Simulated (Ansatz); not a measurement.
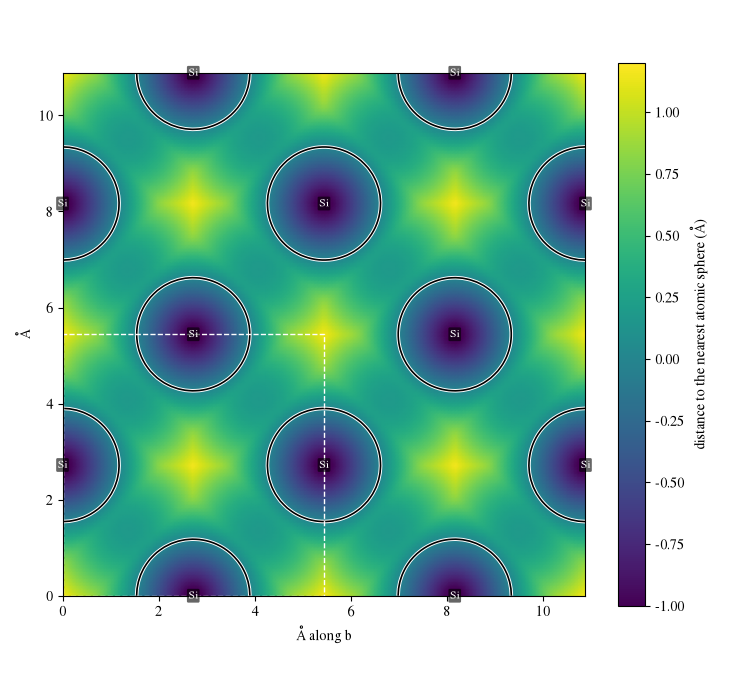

Map of the distance to the nearest atomic sphere in Si (Fd-3m), computed on the section x = 0.000 (parallel to b and c; the dashed line is one cell). The black line marks the spheres' surfaces; positive values are empty space; unlabelled circles belong to atoms above or below the section.

The atoms' radii are touching radii (half the shortest distance): Si 1.18 Å.

Origin of the cell: the end point of a relaxation with DFT r2SCAN, scalar-relativistic, plane waves, PAW in Ansatz 0.2.0.

```xyz
8
Lattice="5.4437 0.0000 0.0000 0.0000 5.4437 0.0000 0.0000 0.0000 5.4437" Properties=species:S:1:pos:R:3 pbc="T T T"
Si    1.3609    4.0828    1.3609
Si    0.0000    0.0000    2.7219
Si    1.3609    1.3609    4.0828
Si    0.0000    2.7219    0.0000
Si    4.0828    4.0828    4.0828
Si    2.7219    0.0000    0.0000
Si    4.0828    1.3609    1.3609
Si    2.7219    2.7219    2.7219
```

**Where is the largest hole in this section, and how large is it?**

At 0.000, 0.000, 0.000 (fractional), where the distance reaches 1.18 Å; it is enclosed by 4 Si (then 6 Si) in a tetrahedral arrangement. It is the largest hole of the crystal.

**How much of the crystal lies outside the spheres?**

About 66 % of the cell's volume, and 70 % of this section's area.

**What can pass through?**

The largest sphere that fits anywhere has a diameter of 2.36 Å; the largest that can travel through the crystal, about 2.1 Å.
